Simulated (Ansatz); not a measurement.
**Geometry relaxation, with input and output: C (part 2 of 3)**

Continued. System: C (R-3m, 4 atoms in the cell). Method: DFT r2SCAN, scalar-relativistic, plane waves, PAW, no spin polarisation (Ansatz 0.2.0); cutoff 500 eV, 18×18×18 k-mesh, Gaussian smearing of 0.1 eV. The structure derives from an entry of the Crystallography Open Database.

Geometry of the input (Å; fractional positions):
```
1.2300  0.7101  11.1500
-1.2300  0.7101  11.1500
0.0000  -1.4203  11.1500
C  0.0500  0.0500  0.0500
C  0.9500  0.9500  0.9500
C  0.2830  0.2830  0.2830
C  0.7170  0.7170  0.7170
```

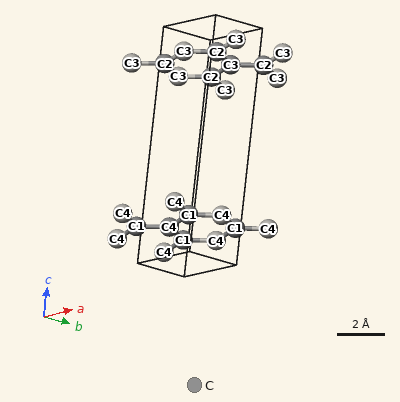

The geometry at step 7 of the log (ball-and-stick view of the reduced cell, seen at an oblique angle; neighbours outside the cell are drawn fainter; atoms are numbered from 1 in the order of the input).

### Output, continued
```
SCF iter   1: F=—  HF=-1006.586590 eV  |F-HF|=—  |Δ(HF+E_count)|=         —  Δρ=2.06e-2  dr2=2.09e-1  dr2_τ=2.34e-1  ethr=1.27e-3  ⟨swp⟩=1.0  Hψ=59292  notcnv=0
preconditioner: auto → LDOS  [insulator: Δε(μ)=0.250 eV  Ē_g=16.182 eV  σ=0.100 eV  W_gap=0.50  n_scr=6 (ndim 8)  ℏωp=19.4 eV  f_vac=0.381  D(μ)=0.14/eV (n_scr^D=2)  ε∞_Penn≈2.4  β→1.0]
SCF iter   2: F=—  HF=-1006.748162 eV  |F-HF|=—  |Δ(HF+E_count)|=   1.62e-1  Δρ=1.23e-2  dr2=3.79e-1  dr2_τ=3.85e-3  ethr=1.27e-3  ⟨swp⟩=3.8  Hψ=19863  notcnv=0
SCF iter   3: F=—  HF=-1006.636449 eV  |F-HF|=—  |Δ(HF+E_count)|=   1.12e-1  Δρ=1.86e-3  dr2=9.38e-4  dr2_τ=7.64e-5  ethr=1.27e-3  ⟨swp⟩=2.8  Hψ=15817  notcnv=0
SCF iter   4: F=—  HF=-1006.637320 eV  |F-HF|=—  |Δ(HF+E_count)|=   8.72e-4  Δρ=3.34e-4  dr2=2.70e-5  dr2_τ=3.69e-6  ethr=5.86e-6  ⟨swp⟩=2.1  Hψ=13867  notcnv=0
SCF iter   5: F=—  HF=-1006.637336 eV  |F-HF|=—  |Δ(HF+E_count)|=   1.57e-5  Δρ=8.10e-5  dr2=1.79e-6  dr2_τ=2.42e-7  ethr=1.69e-7  ⟨swp⟩=2.3  Hψ=12257  notcnv=0
SCF iter   6: F=—  HF=-1006.637337 eV  |F-HF|=—  |Δ(HF+E_count)|=   9.73e-7  Δρ=4.44e-5  dr2=1.00e-6  dr2_τ=1.67e-7  ethr=2.29e-9  ⟨swp⟩=13.8  Hψ=64922  notcnv=0
SCF iter   7: F=-1006.637337 eV  HF=-1006.637337 eV  |F-HF|=5.63e-9  |Δ(HF+E_count)|=   2.72e-7  Δρ=3.28e-6  dr2=8.74e-9  dr2_τ=4.61e-10  ethr=2.29e-9  ⟨swp⟩=8.2  Hψ=53781  notcnv=0
SCF 3 converged in 7 iterations: F = -1006.637337 eV  dr2 = 8.74e-9
  greatest PAW one-centre occupation: 0.687 electrons in one spin orbital (limit 2), on the C atom at site 1 (counted from 0), in its partial waves of l = 0
relax step   3: F+E_penalty+E_count = -1006.63733656 eV  Δ(F+E_penalty+E_count) = -4.001e-3 eV  max|allowed force component| = 2.113e-2 eV/Å  Δτ_max = 0.0751 Å  P = -0.123 GPa  Ω = 58.625 Å³  energy of the carried Pulay correction = -4.145e-5 eV  (7 SCF iters, dr2 threshold 3.66e-7 eV, accepted)
Crystal: 4 atoms, lattice volume = 58.409 Å³
iter 1 solved again at ethr=1.02e-3 eV; its pass at ethr=3.10e-3 eV (dr2=1.63e-1 eV) is discarded
SCF iter   1: F=—  HF=-1006.588767 eV  |F-HF|=—  |Δ(HF+E_count)|=         —  Δρ=1.85e-2  dr2=1.67e-1  dr2_τ=1.88e-1  ethr=1.02e-3  ⟨swp⟩=1.0  Hψ=58582  notcnv=0
preconditioner: auto → LDOS  [metal: Δε(μ)=0.000 eV  Ē_g=16.199 eV  σ=0.100 eV  W_gap=0.00  n_scr=6 (ndim 8)  ℏωp=19.4 eV  f_vac=0.396  D(μ)=0.14/eV (n_scr^D=2)  β→1.0]
SCF iter   2: F=—  HF=-1006.725631 eV  |F-HF|=—  |Δ(HF+E_count)|=   1.37e-1  Δρ=1.10e-2  dr2=3.01e-1  dr2_τ=3.05e-3  ethr=1.02e-3  ⟨swp⟩=3.8  Hψ=19727  notcnv=0  defer=1
SCF iter   3: F=—  HF=-1006.636837 eV  |F-HF|=—  |Δ(HF+E_count)|=   8.88e-2  Δρ=1.68e-3  dr2=7.19e-4  dr2_τ=5.95e-5  ethr=1.02e-3  ⟨swp⟩=3.0  Hψ=14962  notcnv=0
SCF iter   4: F=—  HF=-1006.637547 eV  |F-HF|=—  |Δ(HF+E_count)|=   7.09e-4  Δρ=2.91e-4  dr2=2.57e-5  dr2_τ=2.71e-6  ethr=4.49e-6  ⟨swp⟩=2.1  Hψ=13342  notcnv=0
SCF iter   5: F=—  HF=-1006.637559 eV  |F-HF|=—  |Δ(HF+E_count)|=   1.17e-5  Δρ=6.76e-5  dr2=1.19e-6  dr2_τ=1.59e-7  ethr=1.61e-7  ⟨swp⟩=2.4  Hψ=11246  notcnv=0
SCF iter   6: F=—  HF=-1006.637559 eV  |F-HF|=—  |Δ(HF+E_count)|=   7.29e-7  Δρ=3.63e-5  dr2=6.82e-7  dr2_τ=1.08e-7  ethr=7.45e-9  ⟨swp⟩=2.0  Hψ=11628  notcnv=0
SCF iter   7: F=-1006.637559 eV  HF=-1006.637559 eV  |F-HF|=7.24e-9  |Δ(HF+E_count)|=   1.79e-7  Δρ=3.14e-6  dr2=1.04e-8  dr2_τ=4.44e-10  ethr=2.46e-10  ⟨swp⟩=9.5  Hψ=59260  notcnv=0
SCF 4 converged in 7 iterations: F = -1006.637559 eV  dr2 = 1.04e-8
relax step   4: F+E_penalty+E_count = -1006.63755915 eV  Δ(F+E_penalty+E_count) = -2.226e-4 eV  max|allowed force component| = 1.446e-2 eV/Å  Δτ_max = 0.0666 Å  P = +0.059 GPa  Ω = 58.409 Å³  energy of the carried Pulay correction = +5.676e-6 eV  (7 SCF iters, dr2 threshold 3.94e-8 eV, accepted)
Crystal: 4 atoms, lattice volume = 58.965 Å³
iter 1 solved again at ethr=5.52e-5 eV; its pass at ethr=3.10e-3 eV (dr2=8.83e-3 eV) is discarded
SCF iter   1: F=—  HF=-1006.631967 eV  |F-HF|=—  |Δ(HF+E_count)|=         —  Δρ=4.11e-3  dr2=8.89e-3  dr2_τ=9.44e-3  ethr=5.52e-5  ⟨swp⟩=1.1  Hψ=54730  notcnv=0
preconditioner: auto → LDOS  [metal: Δε(μ)=0.000 eV  Ē_g=16.108 eV  σ=0.100 eV  W_gap=0.00  n_scr=6 (ndim 8)  ℏωp=19.3 eV  f_vac=0.390  D(μ)=0.14/eV (n_scr^D=2)  β→1.0]
SCF iter   2: F=—  HF=-1006.642378 eV  |F-HF|=—  |Δ(HF+E_count)|=   1.04e-2  Δρ=2.46e-3  dr2=1.54e-2  dr2_τ=1.59e-4  ethr=5.52e-5  ⟨swp⟩=2.8  Hψ=15703  notcnv=0
SCF iter   3: F=—  HF=-1006.637876 eV  |F-HF|=—  |Δ(HF+E_count)|=   4.50e-3  Δρ=4.21e-4  dr2=3.28e-5  dr2_τ=4.52e-6  ethr=5.52e-5  ⟨swp⟩=2.0  Hψ=11247  notcnv=0
SCF iter   4: F=—  HF=-1006.637920 eV  |F-HF|=—  |Δ(HF+E_count)|=   4.40e-5  Δρ=6.99e-5  dr2=9.61e-7  dr2_τ=1.45e-7  ethr=2.05e-7  ⟨swp⟩=2.0  Hψ=11646  notcnv=0
SCF iter   5: F=—  HF=-1006.637921 eV  |F-HF|=—  |Δ(HF+E_count)|=   9.65e-7  Δρ=2.19e-5  dr2=2.11e-7  dr2_τ=3.32e-8  ethr=3.68e-10  ⟨swp⟩=13.4  Hψ=63089  notcnv=0
SCF iter   6: F=-1006.637921 eV  HF=-1006.637921 eV  |F-HF|=1.46e-8  |Δ(HF+E_count)|=   2.91e-8  Δρ=7.46e-6  dr2=2.59e-8  dr2_τ=5.93e-9  ethr=3.68e-10  ⟨swp⟩=9.9  Hψ=50510  notcnv=0
SCF 5 converged in 6 iterations: F = -1006.637921 eV  dr2 = 2.59e-8
relax step   5: F+E_penalty+E_count = -1006.63792086 eV  Δ(F+E_penalty+E_count) = -3.617e-4 eV  max|allowed force component| = 1.083e-2 eV/Å  Δτ_max = 0.0148 Å  P = -0.004 GPa  Ω = 58.965 Å³  energy of the carried Pulay correction = -1.152e-4 eV  (6 SCF iters, dr2 threshold 5.89e-8 eV, accepted)
Crystal: 4 atoms, lattice volume = 59.026 Å³
iter 1 solved again at ethr=9.36e-8 eV; its pass at ethr=3.10e-3 eV (dr2=1.50e-5 eV) is discarded
SCF iter   1: F=—  HF=-1006.637882 eV  |F-HF|=—  |Δ(HF+E_count)|=         —  Δρ=1.27e-4  dr2=1.01e-5  dr2_τ=1.08e-5  ethr=9.36e-8  ⟨swp⟩=3.1  Hψ=57459  notcnv=0
preconditioner: auto → LDOS  [metal: Δε(μ)=0.279 eV  Ē_g=16.134 eV  σ=0.100 eV  W_gap=0.50  n_scr=6 (ndim 8)  ℏωp=19.3 eV  f_vac=0.390  D(μ)=0.14/eV (n_scr^D=2)  β→1.0]
SCF iter   2: F=—  HF=-1006.637918 eV  |F-HF|=—  |Δ(HF+E_count)|=   3.54e-5  Δρ=5.16e-5  dr2=2.73e-6  dr2_τ=1.47e-7  ethr=6.31e-8  ⟨swp⟩=2.0  Hψ=11604  notcnv=0
SCF iter   3: F=—  HF=-1006.637918 eV  |F-HF|=—  |Δ(HF+E_count)|=   4.58e-7  Δρ=1.83e-5  dr2=7.37e-7  dr2_τ=1.28e-8  ethr=1.71e-8  ⟨swp⟩=2.1  Hψ=10604  notcnv=0
SCF iter   4: F=—  HF=-1006.637918 eV  |F-HF|=—  |Δ(HF+E_count)|=   1.92e-7  Δρ=4.36e-6  dr2=1.10e-8  dr2_τ=3.76e-10  ethr=4.60e-9  ⟨swp⟩=2.1  Hψ=9531  notcnv=0
SCF iter   5: F=-1006.637918 eV  HF=-1006.637918 eV  |F-HF|=6.17e-10  |Δ(HF+E_count)|=   2.31e-9  Δρ=1.37e-6  dr2=1.07e-9  dr2_τ=1.77e-10  ethr=4.58e-11  ⟨swp⟩=9.8  Hψ=49988  notcnv=0
SCF 6 converged in 5 iterations: F = -1006.637918 eV  dr2 = 1.07e-9
relax step   6: F+E_penalty+E_count = -1006.63791791 eV  Δ(F+E_penalty+E_count) = +2.949e-6 eV  max|allowed force component| = 2.949e-3 eV/Å  Δτ_max = 0.0005 Å  P = +0.004 GPa  Ω = 59.026 Å³  energy of the carried Pulay correction = -1.285e-4 eV  (5 SCF iters, dr2 threshold 7.33e-9 eV, accepted)
Crystal: 4 atoms, lattice volume = 59.075 Å³
Basis set: ecut = 500 eV, 1535 PW (Γ), FFT grids on a1−a2, a2, −a2+a3, exchange–correlation on 72×360×72 points (64 copies of the dense FFT grid, shifted against one another)
iter 1 solved again at ethr=3.04e-7 eV; its pass at ethr=3.10e-3 eV (dr2=4.86e-5 eV) is discarded
SCF iter   1: F=—  HF=-1006.637860 eV  |F-HF|=—  |Δ(HF+E_count)|=         —  Δρ=3.02e-4  dr2=4.66e-5  dr2_τ=5.26e-5  ethr=3.04e-7  ⟨swp⟩=2.2  Hψ=52770  notcnv=0
preconditioner: auto → LDOS  [metal: Δε(μ)=0.279 eV  Ē_g=16.134 eV  σ=0.100 eV  W_gap=0.50  n_scr=6 (ndim 8)  ℏωp=19.3 eV  f_vac=0.391  D(μ)=0.14/eV (n_scr^D=2)  β→1.0]
SCF iter   2: F=—  HF=-1006.637932 eV  |F-HF|=—  |Δ(HF+E_count)|=   7.22e-5  Δρ=1.70e-4  dr2=7.16e-5  dr2_τ=7.96e-7  ethr=2.91e-7  ⟨swp⟩=2.6  Hψ=12914  notcnv=0
SCF iter   3: F=—  HF=-1006.637911 eV  |F-HF|=—  |Δ(HF+E_count)|=   2.08e-5  Δρ=4.05e-5  dr2=1.24e-6  dr2_τ=3.50e-8  ethr=2.91e-7  ⟨swp⟩=2.0  Hψ=9662  notcnv=0
SCF iter   4: F=—  HF=-1006.637911 eV  |F-HF|=—  |Δ(HF+E_count)|=   1.59e-7  Δρ=6.19e-6  dr2=8.92e-9  dr2_τ=7.84e-10  ethr=7.76e-9  ⟨swp⟩=2.1  Hψ=9713  notcnv=0
SCF iter   5: F=—  HF=-1006.637911 eV  |F-HF|=—  |Δ(HF+E_count)|=   7.69e-9  Δρ=1.33e-6  dr2=6.43e-10  dr2_τ=8.74e-11  ethr=5.57e-11  ⟨swp⟩=2.0  Hψ=11661  notcnv=0
SCF iter   6: F=—  HF=-1006.637911 eV  |F-HF|=—  |Δ(HF+E_count)|=  2.42e-10  Δρ=8.46e-7  dr2=3.51e-10  dr2_τ=5.83e-11  ethr=4.02e-12  ⟨swp⟩=2.0  Hψ=11604  notcnv=0
SCF iter   7: F=-1006.637911 eV  HF=-1006.637911 eV  |F-HF|=1.33e-11  |Δ(HF+E_count)|=  8.15e-11  Δρ=1.96e-7  dr2=1.82e-11  dr2_τ=1.40e-13  ethr=1.00e-12  ⟨swp⟩=4.8  Hψ=36299  notcnv=0
SCF 7 converged in 7 iterations: F = -1006.637911 eV  dr2 = 1.82e-11
relax step   7: F+E_penalty+E_count = -1006.63791090 eV  Δ(F+E_penalty+E_count) = +7.011e-6 eV  max|allowed force component| = 1.370e-3 eV/Å  Δτ_max = 0.0011 Å  P = +0.003 GPa  Ω = 59.075 Å³  energy of the carried Pulay correction = -1.390e-4 eV  (7 SCF iters, accepted)
Crystal: 4 atoms, lattice volume = 59.777 Å³
Basis set: ecut = 500 eV, 1547 PW (Γ), FFT grids on a1−a2, a2, −a2+a3, exchange–correlation on 72×360×72 points (64 copies of the dense FFT grid, shifted against one another)
iter 1 solved again at ethr=8.74e-5 eV; its pass at ethr=3.10e-3 eV (dr2=1.40e-2 eV) is discarded
SCF iter   1: F=—  HF=-1006.625420 eV  |F-HF|=—  |Δ(HF+E_count)|=         —  Δρ=5.09e-3  dr2=1.39e-2  dr2_τ=1.50e-2  ethr=8.74e-5  ⟨swp⟩=1.1  Hψ=55486  notcnv=0
preconditioner: auto → LDOS  [metal: Δε(μ)=0.000 eV  Ē_g=16.104 eV  σ=0.100 eV  W_gap=0.00  n_scr=6 (ndim 8)  ℏωp=19.2 eV  f_vac=0.398  D(μ)=0.14/eV (n_scr^D=2)  β→1.0]
SCF iter   2: F=—  HF=-1006.644976 eV  |F-HF|=—  |Δ(HF+E_count)|=   1.96e-2  Δρ=3.07e-3  dr2=2.48e-2  dr2_τ=2.48e-4  ethr=8.71e-5  ⟨swp⟩=2.7  Hψ=14971  notcnv=0
SCF iter   3: F=—  HF=-1006.637728 eV  |F-HF|=—  |Δ(HF+E_count)|=   7.25e-3  Δρ=5.31e-4  dr2=5.79e-5  dr2_τ=7.23e-6  ethr=8.71e-5  ⟨swp⟩=2.0  Hψ=11629  notcnv=0
SCF iter   4: F=—  HF=-1006.637789 eV  |F-HF|=—  |Δ(HF+E_count)|=   6.09e-5  Δρ=7.22e-5  dr2=8.86e-7  dr2_τ=1.51e-7  ethr=3.62e-7  ⟨swp⟩=2.1  Hψ=11705  notcnv=0
SCF iter   5: F=—  HF=-1006.637791 eV  |F-HF|=—  |Δ(HF+E_count)|=   1.91e-6  Δρ=1.13e-5  dr2=4.79e-8  dr2_τ=8.25e-9  ethr=5.54e-9  ⟨swp⟩=2.6  Hψ=11619  notcnv=0
SCF iter   6: F=—  HF=-1006.637791 eV  |F-HF|=—  |Δ(HF+E_count)|=   1.18e-8  Δρ=7.94e-6  dr2=3.19e-8  dr2_τ=4.93e-9  ethr=3.00e-10  ⟨swp⟩=2.0  Hψ=11628  notcnv=0
SCF iter   7: F=—  HF=-1006.637791 eV  |F-HF|=—  |Δ(HF+E_count)|=   8.58e-9  Δρ=3.82e-7  dr2=5.26e-11  dr2_τ=5.67e-12  ethr=2.00e-10  ⟨swp⟩=2.2  Hψ=11535  notcnv=0
SCF iter   8: F=-1006.637791 eV  HF=-1006.637791 eV  |F-HF|=4.77e-12  |Δ(HF+E_count)|=  2.08e-10  Δρ=9.62e-8  dr2=7.06e-12  dr2_τ=1.21e-12  ethr=1.00e-12  ⟨swp⟩=8.6  Hψ=43079  notcnv=0
SCF 8 converged in 8 iterations: F = -1006.637791 eV  dr2 = 7.06e-12
relax step   8: F+E_penalty+E_count = -1006.63779090 eV  Δ(F+E_penalty+E_count) = +1.200e-4 eV  max|allowed force component| = 1.224e-2 eV/Å  Δτ_max = 0.0182 Å  P = -0.009 GPa  Ω = 59.777 Å³  energy of the carried Pulay correction = -2.900e-4 eV  (8 SCF iters, accepted)
Crystal: 4 atoms, lattice volume = 60.271 Å³
Basis set: ecut = 500 eV, 1561 PW (Γ), FFT grids on a1−a2, a2, −a2+a3, exchange–correlation on 72×360×72 points (64 copies of the dense FFT grid, shifted against one another)
iter 1 solved again at ethr=5.53e-5 eV; its pass at ethr=3.10e-3 eV (dr2=8.85e-3 eV) is discarded
SCF iter   1: F=—  HF=-1006.630307 eV  |F-HF|=—  |Δ(HF+E_count)|=         —  Δρ=4.10e-3  dr2=8.88e-3  dr2_τ=9.75e-3  ethr=5.53e-5  ⟨swp⟩=1.4  Hψ=54920  notcnv=0
preconditioner: auto → LDOS  [metal: Δε(μ)=0.000 eV  Ē_g=16.106 eV  σ=0.100 eV  W_gap=0.00  n_scr=8 (ndim 8)  ℏωp=19.1 eV  f_vac=0.400  D(μ)=0.14/eV (n_scr^D=2)  β→1.0]
SCF iter   2: F=—  HF=-1006.642277 eV  |F-HF|=—  |Δ(HF+E_count)|=   1.20e-2  Δρ=2.44e-3  dr2=1.58e-2  dr2_τ=1.57e-4  ethr=5.53e-5  ⟨swp⟩=2.7  Hψ=14893  notcnv=0  defer=1
SCF iter   3: F=—  HF=-1006.637663 eV  |F-HF|=—  |Δ(HF+E_count)|=   4.61e-3  Δρ=4.22e-4  dr2=3.59e-5  dr2_τ=4.27e-6  ethr=5.53e-5  ⟨swp⟩=2.0  Hψ=11233  notcnv=0
SCF iter   4: F=—  HF=-1006.637702 eV  |F-HF|=—  |Δ(HF+E_count)|=   3.86e-5  Δρ=5.83e-5  dr2=5.29e-7  dr2_τ=7.87e-8  ethr=2.24e-7  ⟨swp⟩=2.1  Hψ=11526  notcnv=0
SCF iter   5: F=—  HF=-1006.637705 eV  |F-HF|=—  |Δ(HF+E_count)|=   2.49e-6  Δρ=6.98e-6  dr2=1.72e-8  dr2_τ=3.72e-9  ethr=3.31e-9  ⟨swp⟩=2.0  Hψ=11645  notcnv=0
SCF iter   6: F=—  HF=-1006.637705 eV  |F-HF|=—  |Δ(HF+E_count)|=   1.01e-8  Δρ=4.64e-6  dr2=1.10e-8  dr2_τ=1.68e-9  ethr=5.85e-11  ⟨swp⟩=11.5  Hψ=56298  notcnv=0
SCF iter   7: F=-1006.637705 eV  HF=-1006.637705 eV  |F-HF|=9.37e-11  |Δ(HF+E_count)|=   3.04e-9  Δρ=3.85e-7  dr2=5.67e-11  dr2_τ=5.84e-12  ethr=5.85e-11  ⟨swp⟩=8.4  Hψ=43135  notcnv=0
SCF 9 converged in 7 iterations: F = -1006.637705 eV  dr2 = 5.67e-11
relax step   9: F+E_penalty+E_count = -1006.63770459 eV  Δ(F+E_penalty+E_count) = +8.630e-5 eV  max|allowed force component| = 1.317e-2 eV/Å  Δτ_max = 0.0144 Å  P = -0.011 GPa  Ω = 60.271 Å³  energy of the carried Pulay correction = -3.950e-4 eV  (7 SCF iters, dr2 threshold 9.36e-9 eV, accepted)
Crystal: 4 atoms, lattice volume = 60.662 Å³
Basis set: ecut = 500 eV, 1567 PW (Γ), FFT grids on a1−a2, a2, −a2+a3, exchange–correlation on 72×360×72 points (64 copies of the dense FFT grid, shifted against one another)
iter 1 solved again at ethr=4.91e-5 eV; its pass at ethr=3.10e-3 eV (dr2=7.86e-3 eV) is discarded
SCF iter   1: F=—  HF=-1006.631635 eV  |F-HF|=—  |Δ(HF+E_count)|=         —  Δρ=3.86e-3  dr2=7.77e-3  dr2_τ=8.72e-3  ethr=4.91e-5  ⟨swp⟩=2.2  Hψ=54445  notcnv=0
preconditioner: auto → LDOS  [metal: Δε(μ)=0.000 eV  Ē_g=16.107 eV  σ=0.100 eV  W_gap=0.00  n_scr=8 (ndim 8)  ℏωp=19.1 eV  f_vac=0.403  D(μ)=0.14/eV (n_scr^D=2)  β→1.0]
SCF iter   2: F=—  HF=-1006.641557 eV  |F-HF|=—  |Δ(HF+E_count)|=   9.92e-3  Δρ=2.26e-3  dr2=1.36e-2  dr2_τ=1.36e-4  ethr=4.86e-5  ⟨swp⟩=2.6  Hψ=14961  notcnv=0
SCF iter   3: F=—  HF=-1006.637605 eV  |F-HF|=—  |Δ(HF+E_count)|=   3.95e-3  Δρ=4.04e-4  dr2=3.49e-5  dr2_τ=3.58e-6  ethr=4.86e-5  ⟨swp⟩=2.0  Hψ=11189  notcnv=0
SCF iter   4: F=—  HF=-1006.637637 eV  |F-HF|=—  |Δ(HF+E_count)|=   3.29e-5  Δρ=5.36e-5  dr2=4.41e-7  dr2_τ=5.57e-8  ethr=2.18e-7  ⟨swp⟩=2.1  Hψ=11535  notcnv=0
SCF iter   5: F=—  HF=-1006.637638 eV  |F-HF|=—  |Δ(HF+E_count)|=   1.06e-6  Δρ=6.61e-6  dr2=1.95e-8  dr2_τ=3.89e-9  ethr=2.75e-9  ⟨swp⟩=2.0  Hψ=11616  notcnv=0
SCF iter   6: F=—  HF=-1006.637638 eV  |F-HF|=—  |Δ(HF+E_count)|=   1.99e-9  Δρ=4.79e-6  dr2=1.18e-8  dr2_τ=1.86e-9  ethr=6.77e-11  ⟨swp⟩=11.4  Hψ=56053  notcnv=0
SCF iter   7: F=-1006.637638 eV  HF=-1006.637638 eV  |F-HF|=1.48e-10  |Δ(HF+E_count)|=   3.23e-9  Δρ=8.02e-7  dr2=3.01e-10  dr2_τ=7.43e-12  ethr=6.77e-11  ⟨swp⟩=8.2  Hψ=42679  notcnv=0
SCF 10 converged in 7 iterations: F = -1006.637638 eV  dr2 = 3.01e-10
relax step  10: F+E_penalty+E_count = -1006.63763845 eV  Δ(F+E_penalty+E_count) = +6.614e-5 eV  max|allowed force component| = 5.044e-3 eV/Å  Δτ_max = 0.0138 Å  P = -0.005 GPa  Ω = 60.662 Å³  energy of the carried Pulay correction = -4.775e-4 eV  (7 SCF iters, dr2 threshold 1.08e-8 eV, accepted)
Crystal: 4 atoms, lattice volume = 60.558 Å³
iter 1 solved again at ethr=6.62e-7 eV; its pass at ethr=3.10e-3 eV (dr2=1.06e-4 eV) is discarded
```
